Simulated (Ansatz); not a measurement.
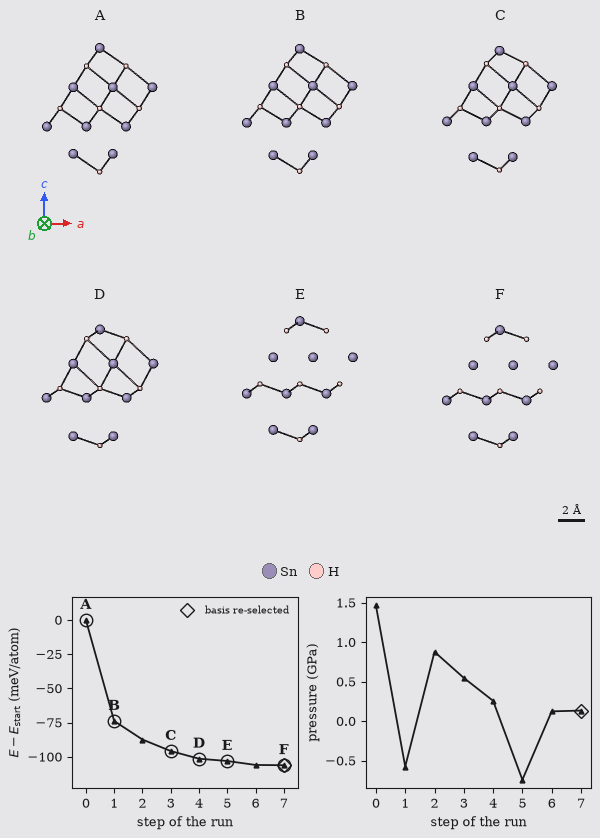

Frames of a relaxation of a crystal of Sn₃H₂ (built on the tetradymite_166 type) (coarse preliminary run), marked on the history of the run. A ball-and-stick model of the atoms within 5.0 Å of the atom that moves most (axes of the conventional cell (3 times the calculation's cell)), seen along the b axis. Lengths and directions refer to the drawn axes.

Case: tetradymite type (R-3m, No. 166).

Level of theory: DFT PBE, scalar-relativistic, plane waves, PAW in Ansatz 0.2.0. Settings: plane-wave cutoff 420 eV; k-point mesh 6 × 6 × 6; occupations gaussian; smearing width 0.1 eV; no spin polarisation; cell and atoms relaxed; force threshold 0.04 eV/Å; at most 70 steps.

Q: What happens along the run?

A: The largest moves relative to the cell, 0.37 Å, are those of H atoms. Largest moves by element: H 0.37 Å, Sn 0.33 Å. The volume changes by +2.4 %, with a = b 3.560 → 3.597 Å (+1.0 %), c 24.754 → 24.832 Å (+0.3 %). Near-neighbour distances that change, for instance: H–Sn 2.495 → 2.197 Å, H–Sn 2.636 → 2.903 Å. The space group stays R-3m (No. 166). After 6 accepted moves (7 points after the start) the energy has fallen by 106 meV per atom. Largest force component: 1.7 eV/Å at the start, 0.035 eV/Å at the end. Pressure: 1.47 GPa at the start and 0.13 GPa at the end. At 1 point the geometry stayed and the basis and grid were re-selected for the new cell (energy shift of 0.2 meV per atom at most each time). Cost: 45 s on 1 thread of Intel(R) Xeon(R) Platinum 8259CL CPU @ 2.50GHz (Skylake/Cascade Lake) (shared host), peak memory 0.44 GiB. From step 0 to 1: Sn atoms move most (0.20 Å), volume +0.6 %, energy −73.8 meV per atom. From step 1 to 3: Sn atoms move most (0.13 Å), volume −1.0 %, energy −22.0 meV per atom. From step 3 to 4: H atoms move most (0.20 Å), volume +3.8 %, energy −5.6 meV per atom. From step 4 to 5: Sn atoms move most (0.11 Å), volume +0.8 %, energy −1.7 meV per atom. From step 5 to 7: volume −1.8 %, energy −3.1 meV per atom.
